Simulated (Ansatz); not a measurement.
# A thicker film of LiF (110) from five thinner ones

In a field along its normal an insulating film takes a dipole p. Written as a length, p/(ε₀AE), it should grow by 1 − 1/ε for each ångström added.

How it was computed: Ansatz 0.2.0, plane waves with PAW datasets (its set soft_2), PBE; rocksalt films relaxed at a bulk in-plane lattice constant near the measured one, then held in weak fields of both signs with a dipole correction (A is the cell's area, E the outer field).

```tsv
run	distance between the outer atoms (Å)	p/(ε₀AE) (Å)
5 units	5.698	4.096
6 units	7.151	4.830
8 units	10.041	6.318
9 units	11.483	7.060
12 units	15.818	9.289
16 units	21.598	?
```

**Question.** What value belongs in the row marked “?”, and how far can the other rows tell?

A least-squares line through the 5 rows shown has slope 0.5136 and intercept 1.1630; no row lies more than 0.007 Å off it. That slope means ε = 1/(1 − 0.5136) = 2.06. At 21.598 it gives 0.5136 × 21.598 + 1.1630 = 12.256 Å, beyond the rows fitted. Rounding and scatter of the rows alone allow about ±0.015 Å there.

The run itself gives 12.259 Å: a miss of +0.003 Å, or 0.0 % of the value. The length is met to within 1 %, though ε is more sensitive than the length: the two thickest films give ε = 2.06.

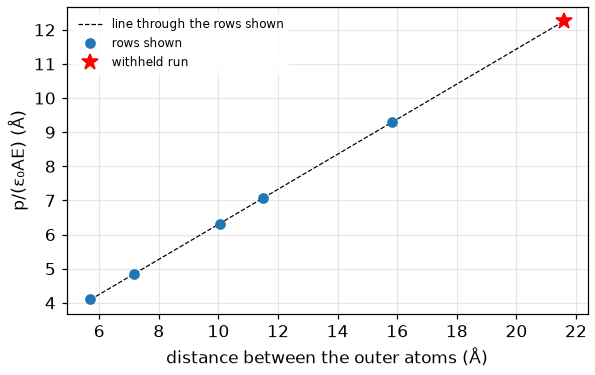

The fit and the withheld run.

**Limits.** This is the electronic response alone. A unit is one step of the cut along the normal (a plane, a pair of planes or a cell), and the layers relax along it, away from their bulk spacing where the functional's lattice constant differs from the one held.

[Logs are printed without paths, hosts, clocks, repeated set-up lines and the standing remarks that a program may print on its own settings, such as how far it seeks lower states.]
